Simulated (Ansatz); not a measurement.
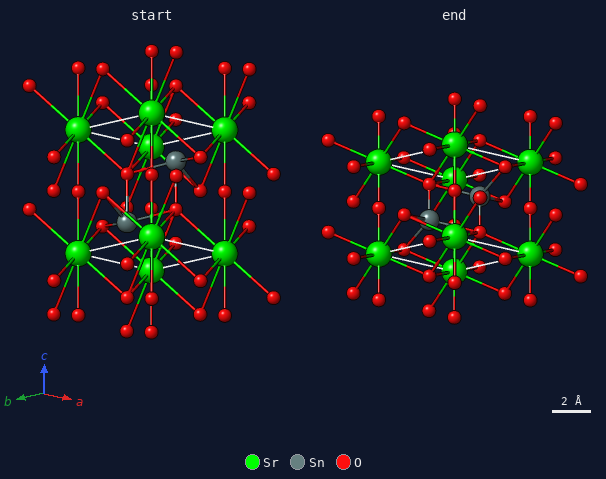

The structure of solid SrSn₂O₃ (a generated structure, set up in P-3m1) (coarse preliminary run) before (left) and after (right) a relaxation, at one scale.

The picture is a ball-and-stick view of the cell of the calculation, seen from a free direction.

Theory: DFT PBE, scalar-relativistic, plane waves, PAW (Ansatz).

The input:
```yaml
crystal:
  lattice:
    - [4.51455527, 0.0, 0.0]
    - [-2.25727763, 3.90971955, 0.0]
    - [0.0, 0.0, 7.19183452]
  atoms:
    - { symbol: Sr, position: [0.0, 0.0, 0.0] }
    - { symbol: Sn, position: [0.33333333, 0.66666667, 0.25218999] }
    - { symbol: Sn, position: [0.66666667, 0.33333333, 0.74781001] }
    - { symbol: O, position: [0.33333333, 0.66666667, 0.64399999] }
    - { symbol: O, position: [0.66666667, 0.33333333, 0.35600001] }
    - { symbol: O, position: [0.0, 0.0, 0.5] }
basis:
  ecutwfc: 420
kpoints:
  mp_grid: { grid: [6, 6, 4] }
hamiltonian:
  xc: pbe
scf:
  occupations: { method: gaussian, width: 0.1 }
  lower_state_search: "off"
output:
  forces: true
  stress: true
  eigenvalues: true
relax:
  adjacent_minimum: "off"
  f_tol: 0.04
  max_steps: 70
  cell: { stress_tol: 0.4 }
```

Run as
```bash
ansatz run input.yaml --threads 1 --pin off --max-ram 2560MiB --backend cpu --events-out ev --progress --plain --runs-dir out
```

### Describe what moved and what it gained.

The energy falls by 1301 meV per atom in 11 accepted moves (13 points after the start). Largest force component: 5 eV/Å at the start, 0.01 eV/Å at the end. Pressure: −11.33 GPa at the start and 0.03 GPa at the end. The SCF was repeated twice at an unchanged geometry on a basis and grid sized afresh for the cell, which shifted the energy by 0.5 meV per atom at most. The largest moves relative to the cell, 0.64 Å, are those of Sn2, Sn3, O4 and O5. Sn3 goes along −c. Largest moves by element: Sn 0.64 Å, O 0.63 Å. Sr stays in place. Cell: a = b 4.515 → 4.667 Å (+3.4 %), c 7.192 → 5.341 Å (−25.7 %). Volume −20.6 %. Near-neighbour distances that change, for instance: Sr1–O6 3.596 → 2.670 Å, Sn2–O4 2.818 → 2.086 Å, Sr1–O4 3.654 → 2.980 Å, Sr1–Sn2 3.175 → 3.345 Å. The space group stays P-3m1 (No. 164).
